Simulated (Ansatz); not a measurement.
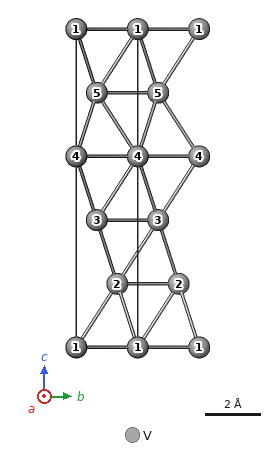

Starting structure of solid V (a generated structure, set up in P-3m1). Style: ball-and-stick. Shown: the cell of the calculation, repeated 1 × 2 × 1 with one cell outlined, along the a axis.

Case: stacking ABCAC.

Computed with DFT PBE, scalar-relativistic, plane waves, PAW in Ansatz.

Input
```yaml
crystal:
  lattice:
    - [2.6105433006, 0.0, 0.0]
    - [-1.3052716503, 2.260796816, 0.0]
    - [0.0, 0.0, 11.721256647]
  atoms:
    - { symbol: V, position: [0.0, 0.0, 0.0] }
    - { symbol: V, position: [0.3333333333, 0.6666666667, 0.2] }
    - { symbol: V, position: [0.6666666667, 0.3333333333, 0.4] }
    - { symbol: V, position: [0.0, 0.0, 0.6] }
    - { symbol: V, position: [0.6666666667, 0.3333333333, 0.8] }
basis:
  ecutwfc: 420
kpoints:
  mp_grid: { grid: [18, 18, 4] }
hamiltonian:
  xc: pbe
scf:
  occupations: { method: gaussian, width: 0.1 }
output:
  forces: true
  stress: true
  eigenvalues: true
  populations: true
relax:
  adjacent_minimum: "off"
  f_tol: 0.01
  max_steps: 45
  cell: { stress_tol: 0.05 }
```

Launched with:
```bash
ansatz run input.yaml --threads 2 --pin off --max-ram 4096MiB --backend cpu --events-out ev --progress --plain --runs-dir out
```

Question: Where does the relaxation end?

Answer: The atoms keep their places relative to the cell (all moves are under 0.005 Å). The volume changes by +0.1 %, with a = b 2.611 → 2.620 Å (+0.4 %), c 11.721 → 11.655 Å (−0.6 %). Near-neighbour distances that change, for instance: V1–V2 2.787 → 2.776 Å, V1–V1 2.611 → 2.620 Å. The space group stays P-3m1 (No. 164). The energy falls by 0.3 meV per atom in 3 accepted moves (4 points after the start). Largest force component: 0.015 eV/Å at the start, 0.0013 eV/Å at the end. The pressure goes from 0.23 to 0.00 GPa. The SCF was repeated once at an unchanged geometry on a basis and grid sized afresh for the cell, which shifted the energy by less than 0.05 meV per atom at most. The run took 53 s on 2 threads of Arm Neoverse V1 (shared host), peak memory 0.56 GiB.

History of the run:

```csv
step,"E − E(0), meV/atom","largest force component, eV/Å","pressure, GPa","volume, Å³/atom",note
0,0.00,0.0153,0.23,13.836,
1,-0.26,0.0076,0.22,13.837,
2,-0.32,0.0176,-0.10,13.863,
3,-0.34,0.0014,0.00,13.855,
4,-0.35,0.0013,0.00,13.855,"same geometry, new basis"
```

Final geometry:

```xyz
5
Lattice="2.6198 0.0000 0.0000 -1.3099 2.2688 0.0000 0.0000 0.0000 11.6550" Properties=species:S:1:pos:R:3 pbc="T T T"
V     0.0000    0.0000    0.0028
V     0.0000    1.5125    2.3310
V     1.3099    0.7563    4.6592
V     0.0000    0.0000    6.9911
V     1.3099    0.7563    9.3260
```
